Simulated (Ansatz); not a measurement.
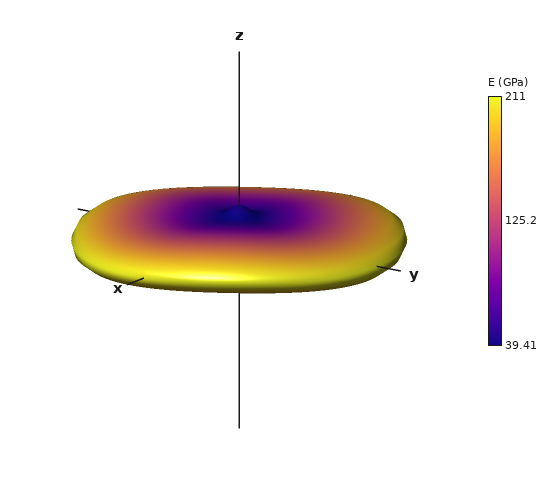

Plotted: Young's modulus as a surface whose radius and colour give its value in each direction for MoS₂, space group R3m (No. 160).

Structure:
```xyz
3
Lattice="1.5800 0.9122 6.1500 -1.5800 0.9122 6.1500 0.0000 -1.8244 6.1500" Properties=species:S:1:pos:R:3 pbc="T T T"
Mo    0.0000    0.0000    0.0000
S     0.0000    0.0000    7.6936
S     0.0000    0.0000    4.6125
```

How it was computed, with Ansatz 0.2.0: plane-wave DFT, no spin polarisation; elastic constants in Voigt order on the axes of the given cell. Level: PBE.

k mesh 7×7×7; occupations fixed; potentials Ansatz PAW; wave cutoff 420 eV; density cutoff 1680 eV; program settings xc grid level 2, xc grid task forces.

### Between which limits does E lie over all directions?

Over all directions E runs from 39 to 211 GPa, a ratio of 5.4, a strong anisotropy.

### What is E along the Cartesian axes and along their diagonal?

E is 209 GPa along x, 209 GPa along y and 44 GPa along z, and 55 GPa along the body diagonal x + y + z.

The computed values:

Stiffness matrix C (GPa), Voigt order:
|  | xx | yy | zz | yz | xz | xy |
| --- | --- | --- | --- | --- | --- | --- |
| xx | 230.1 | 60.6 | 16.7 | 3.7 | 0.0 | 0.0 |
| yy | 60.6 | 230.1 | 16.7 | −3.7 | 0.0 | 0.0 |
| zz | 16.7 | 16.7 | 46.4 | 0.0 | 0.0 | 0.0 |
| yz | 3.7 | −3.7 | 0.0 | 15.1 | 0.0 | 0.0 |
| xz | 0.0 | 0.0 | 0.0 | 0.0 | 15.1 | 3.7 |
| xy | 0.0 | 0.0 | 0.0 | 0.0 | 3.7 | 84.8 |
